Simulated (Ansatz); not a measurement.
HN2Cl: several calculations on one system

**1. Relaxation**

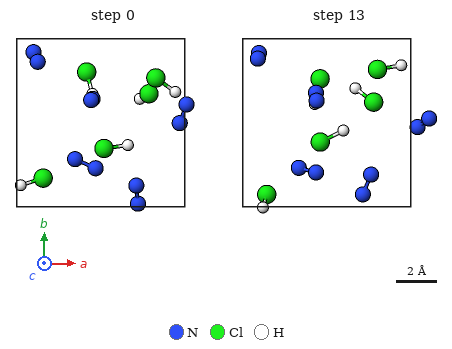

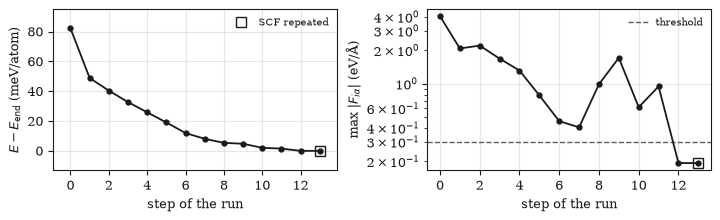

First and last geometry of a relaxation of an amorphous cell of composition HN2Cl, with the history of the run. The picture is a ball-and-stick view of the cell of the calculation, seen along the c axis.

The cell holds 5 N2 + 5 HCl. The run prepares the start of a later molecular dynamics calculation, from a guessed geometry.

Computed with DFT PBEsol, scalar-relativistic, plane waves, PAW in Ansatz.

The input:
```yaml
accuracy: low
crystal:
  lattice:
    - [8.431983, 0.0, 0.0]
    - [0.0, 8.431983, 0.0]
    - [0.0, 0.0, 8.431983]
  atoms:
    - { symbol: "N", position: [0.1004215, 0.9202338, 0.3488472] }
    - { symbol: "N", position: [0.1253771, 0.863025, 0.4674362] }
    - { symbol: "N", position: [0.7121761, 0.1265324, 0.5998207] }
    - { symbol: "N", position: [0.7218567, 0.0189061, 0.5205625] }
    - { symbol: "N", position: [0.3475682, 0.2836755, 0.7311836] }
    - { symbol: "N", position: [0.4697569, 0.2293888, 0.7221347] }
    - { symbol: "N", position: [0.4433124, 0.6353339, 0.7447361] }
    - { symbol: "N", position: [0.4517523, 0.6422064, 0.6111676] }
    - { symbol: "N", position: [0.9703721, 0.4980687, 0.9307576] }
    - { symbol: "N", position: [1.0107795, 0.6093442, 0.993559] }
    - { symbol: Cl, position: [0.5197362, 0.3474457, 0.2856189] }
    - { symbol: H, position: [0.6620641, 0.3672496, 0.2366911] }
    - { symbol: Cl, position: [0.1580216, 0.1707828, -0.0102639] }
    - { symbol: H, position: [0.0245876, 0.1285288, 0.0485011] }
    - { symbol: Cl, position: [0.7870774, 0.6728394, 0.2526001] }
    - { symbol: H, position: [0.7326746, 0.6426597, 0.114134] }
    - { symbol: Cl, position: [0.4167869, 0.8018427, 0.0425303] }
    - { symbol: H, position: [0.4510304, 0.6716891, 0.1127497] }
    - { symbol: Cl, position: [0.8282662, 0.7670479, 0.7543188] }
    - { symbol: H, position: [0.9437917, 0.6836259, 0.7019929] }
basis:
  ecutwfc: 420.0
kpoints:
  mp_grid: { grid: [1, 1, 1] }
hamiltonian:
  xc: pbesol
scf:
  occupations: { method: fermi_dirac, width: 0.05 }
  lower_state_search: "off"
relax:
  f_tol: 0.3
  max_steps: 15
  adjacent_minimum: "off"
```

Command:
```bash
ansatz run input.yaml --threads 1 --pin off --max-ram 3072MiB --backend cpu --events-out ev --progress --plain --runs-dir out
```

Did the run converge, and what did it change?

Answer. It converged. The atom that moves furthest is H14 (1.53 Å along [2 −3 2]). Largest moves by element: H 1.53 Å, N 1.21 Å, Cl 0.83 Å. The cell doesn't change. Near-neighbour distances that change, for instance: Cl15–H16 1.280 → 1.336 Å, Cl11–H12 1.280 → 1.332 Å, N1–N2 1.130 → 1.100 Å, Cl13–H14 1.280 → 1.300 Å. Over 12 accepted moves (13 points after the start) the energy falls by 82.2 meV per atom. Largest force component: 4.1 eV/Å at the start, 0.19 eV/Å at the end. 1 step only repeated the SCF at the same geometry. The run took 39 s on 1 thread of Arm Neoverse V2, on a shared host, peak memory 0.49 GiB.

```csv
step,"E − E(0), meV/atom","largest force component, eV/Å",note
0,0.00,4.0702,
1,-33.34,2.0807,
2,-41.77,2.2068,
3,-49.46,1.6862,
4,-56.32,1.3161,
5,-63.14,0.7869,
6,-70.23,0.4607,
7,-74.11,0.4052,
8,-76.79,0.9903,
9,-77.41,1.7118,
10,-80.14,0.6150,
11,-80.65,0.9458,
12,-82.18,0.1933,
13,-82.18,0.1929,"same geometry, SCF repeated"
```

Limits of the set-up: the program's low-accuracy preset was used; the periodic images lie only 8.4 Å apart, so the values are limited by the cell's size.

**2. Dynamics**

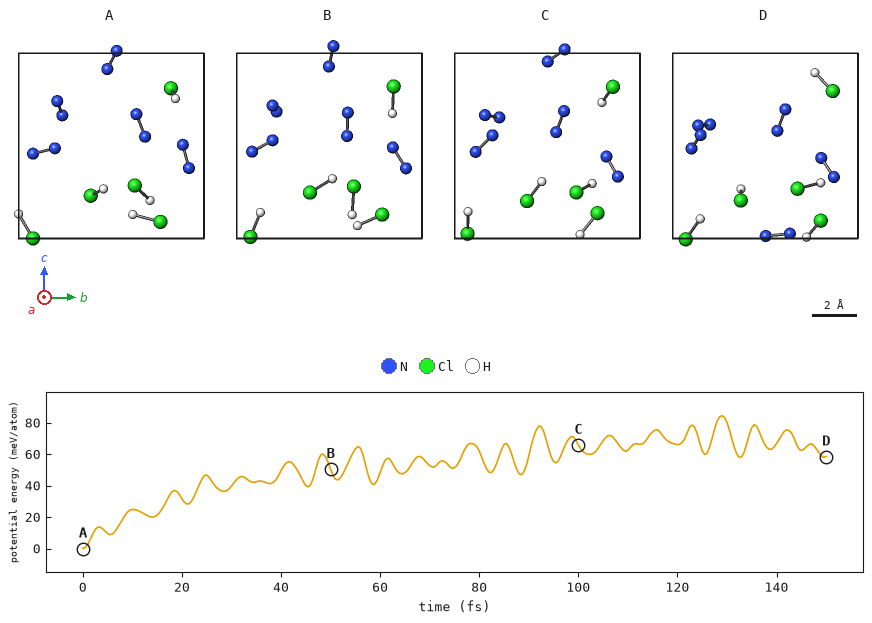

Molecular dynamics of a periodic cell with 5 N2 + 5 HCl at 0.893 g/cm³, 150 fs long. Frames (A at 0 fs, B at 50 fs, C at 100 fs, D at 150 fs) and the history of the run. Style: ball-and-stick. Shown: the simulation cell, along the a axis. Atoms that leave the cell re-enter on the other side.

The calculation used Ansatz, DFT PBEsol, scalar-relativistic, plane waves, PAW. Run with plane-wave cutoff 420 eV; k-point mesh 1 × 1 × 1; Fermi-Dirac smearing 0.05 eV; low-accuracy preset; Langevin thermostat (NVT); set temperature 1000 K; time step 0.5 fs; friction 0.02 per fs.

### What happens in this trajectory?

Over the second half the temperature averages 796 K (spread ±91 K). The potential energy in the second half lies on average 65.8 meV per atom above the first frame. In the second half of the run the atoms are, in the root-mean-square, this far from where they began (common drift taken out): H 1.51 Å, N 0.85 Å, Cl 0.47 Å. The heavy atoms stay within a fraction of a molecule's size of their starting places, while the hydrogen atoms travel further, as molecules turn; so short a run doesn't tell a liquid from a solid.

Limits of the set-up: the program's low-accuracy preset was used; the periodic images lie only 8.4 Å apart, so the values are limited by the cell's size.

Cost: 12 min on 1 thread of Arm Neoverse V2, on a shared host, peak memory 0.54 GiB.

**3. Dynamics**

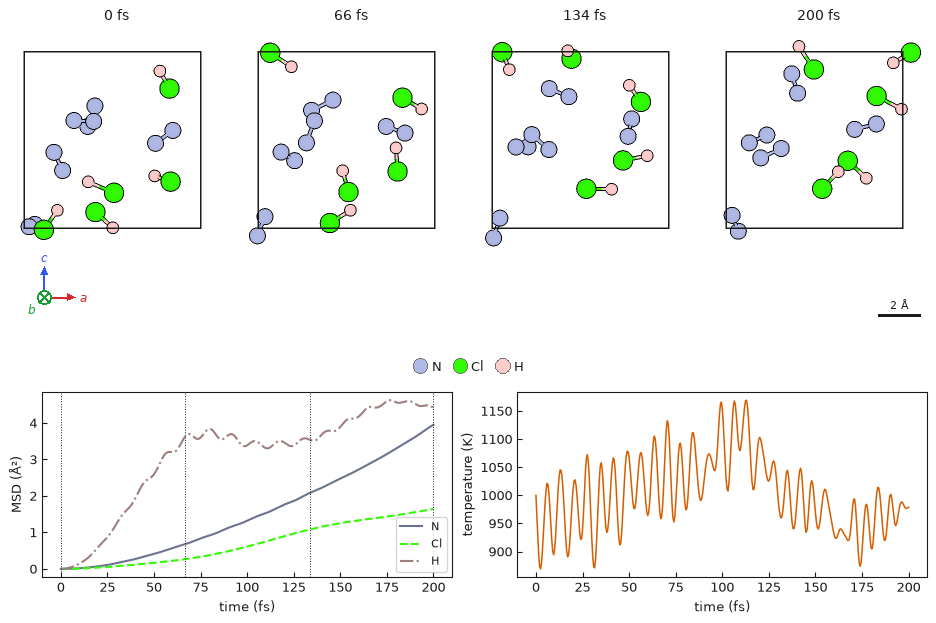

A Born-Oppenheimer molecular dynamics run of a periodic cell with 5 N2 + 5 HCl at 0.893 g/cm³, 200 fs long. It starts from the last geometry of an earlier run, with fresh velocities. Frames and the history of the run. A ball-and-stick model of the simulation cell, seen along the b axis. Atoms that leave the cell re-enter on the other side.

These are results of DFT PBEsol, scalar-relativistic, plane waves, PAW in Ansatz 0.2.0, not measurements. Run with plane-wave cutoff 420 eV; k-point mesh 1 × 1 × 1; Fermi-Dirac smearing 0.05 eV; low-accuracy preset; Nosé-Hoover thermostat (NVT); set temperature 1000 K; time step 0.5 fs; thermostat time 100.0 fs.

Q: Describe the run.

A: Over the second half the temperature averages 1000 K (spread ±66 K). The potential energy in the second half lies on average 2.9 meV per atom below the first frame. In the second half of the run the atoms are, in the root-mean-square, this far from where they began (common drift taken out): H 1.99 Å, N 1.59 Å, Cl 1.09 Å. The molecules turn and drift from their places. The conserved quantity stays between −0.061 and 0.23 meV per atom of its start. A straight-line fit has a slope that amounts to −0.0078 meV per atom over 200 fs (under 0.1 % of the mean kinetic energy), and the ripple about it is 0.8 % of the kinetic energy's fluctuation. With a drift under 2 % and a ripple under 7 %, the integration is accurate.

Limits of the set-up: the program's low-accuracy preset was used; the periodic images lie only 8.4 Å apart, so the values are limited by the cell's size.

The run took 15 min on 1 thread of Arm Neoverse V2, with other jobs on the host, peak memory 0.54 GiB.
